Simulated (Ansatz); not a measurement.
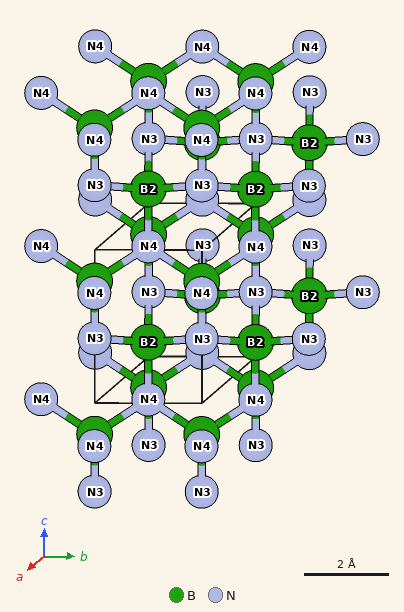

The starting point is a symmetric starting cell of BN. A ball-and-stick model of the cell of the calculation, repeated 2 × 2 × 2 with one cell outlined, seen from a free direction.

Method: DFT PBE, scalar-relativistic, plane waves, PAW (Ansatz). (plane-wave cutoff 420 eV; k-point mesh 12 × 12 × 6; occupations gaussian; smearing width 0.02 eV; no spin polarisation)

Change: A single atom, N3, is moved by 0.05 Å along +c. No relaxation follows. The starting cell wasn't computed here and needn't be at equilibrium, so pressure and forces aren't due to the change alone.

Input file:
```yaml
crystal:
  lattice:
    - [2.5539396017, 0.0, 0.0]
    - [-1.2769698009, 2.2117765748, 0.0]
    - [0.0, 0.0, 4.226855]
  atoms:
    - { symbol: B, position: [0.66666667, 0.33333333, 0.999724] }
    - { symbol: B, position: [0.33333333, 0.66666667, 0.499724] }
    - { symbol: "N", position: [0.66666667, 0.33333333, 0.6359222133] }
    - { symbol: "N", position: [0.33333333, 0.66666667, 0.125276] }
basis:
  ecutwfc: 420
kpoints:
  mp_grid: { grid: [12, 12, 6] }
hamiltonian:
  xc: pbe
scf:
  occupations: { method: gaussian, width: 0.02 }
output:
  forces: true
  stress: true
  eigenvalues: true
  populations: true
```

Launched with:
```bash
ansatz run input.yaml --threads 1 --pin off --max-ram 1331MiB --backend cpu --events-out ev --progress --plain --runs-dir out
```

Predict the response.

Answer. Some distances before and after: B–N 1.583 → 1.538 to 1.583 Å, B–N 1.567 → 1.567 to 1.583 Å. The space group (tolerance 0.01 Å) goes from P6_3mc (No. 186) to P3m1 (No. 156). The pressure is 0.1 GPa (not all of it need come from the change, since the unchanged cell can be under pressure at this level too). The largest force is 1.8 eV/Å, on N3, along −c. The forces mostly point back along the displacements (cosine −0.86).
